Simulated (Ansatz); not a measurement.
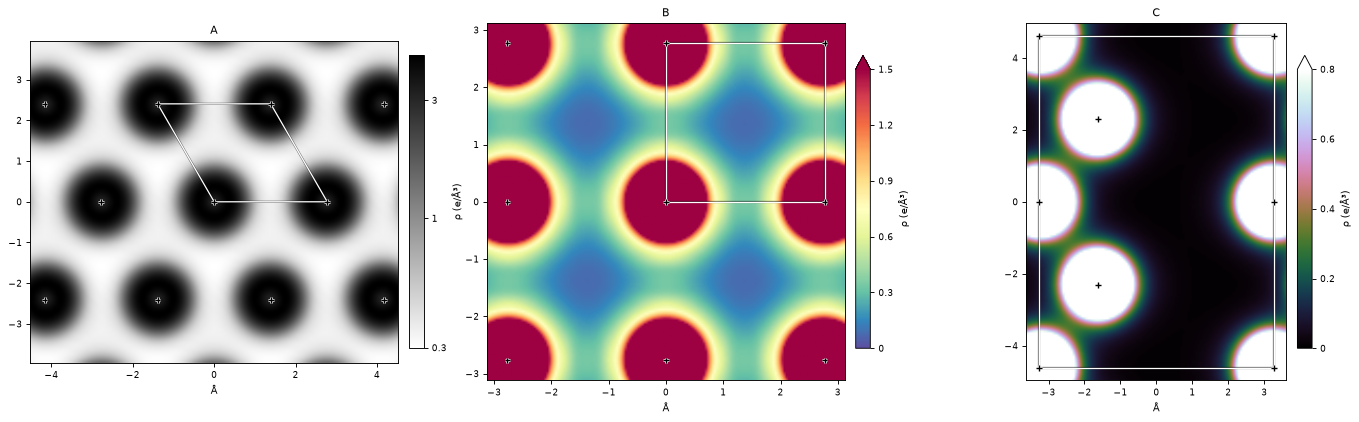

The valence pseudo-density of 3 systems, each on a plane through atoms (crosses mark nuclei in the plane).

Theory: DFT, LDA (PW92), plane waves (420 eV) with PAW, scalar-relativistic in Ansatz.

System 1: Hg, the (110) plane of the conventional cell. Space group Fd-3m; set up as Hg, diamond; a generated structure, not necessarily the stable one; changed on purpose from its base cell (volume × 1.04).

System 2: Se, the (001) plane of the conventional cell. Space group Pm-3m; set up as Se, simple cubic; a generated structure, not necessarily the stable one; changed on purpose from its base cell (volume × 1.0).

```
Se
1.0
     2.76947    0.00000    0.00000
     0.00000    2.76947    0.00000
     0.00000    0.00000    2.76947
Se
1
Direct
  0.00000 0.00000 0.00000
```

System 3: Ta, the (001) plane of the conventional cell. Space group P6₃/mmc; set up as Ta, dhcp; a generated structure, not necessarily the stable one; changed on purpose from its base cell (volume × 0.92); computed pressure about 20 GPa in this cell.

```yaml
crystal:
  lattice:
    - [2.77826, 0.00000, 0.00000]
    - [-1.38913, 2.40604, 0.00000]
    - [0.00000, 0.00000, 9.75276]
  atoms:
    - { symbol: Ta, position: [0.00000, 0.00000, 0.00000] }
    - { symbol: Ta, position: [0.00000, 0.00000, 0.50000] }
    - { symbol: Ta, position: [0.33333, 0.66667, 0.25000] }
    - { symbol: Ta, position: [0.66667, 0.33333, 0.75000] }
```

Which map belongs to which system?

Panel A is system 3, Ta: the plane holds Ta. Ta–Ta (2.78 Å): ρ at the midpoint is about 0.35 e/Å³. Panel B is system 2, Se: the plane holds Se. Se–Se (2.77 Å): the density is about 0.34 e/Å³ at the midpoint. Panel C is system 1, Hg: the plane holds Hg. Hg–Hg (2.83 Å): ρ is about 0.31 e/Å³ halfway.
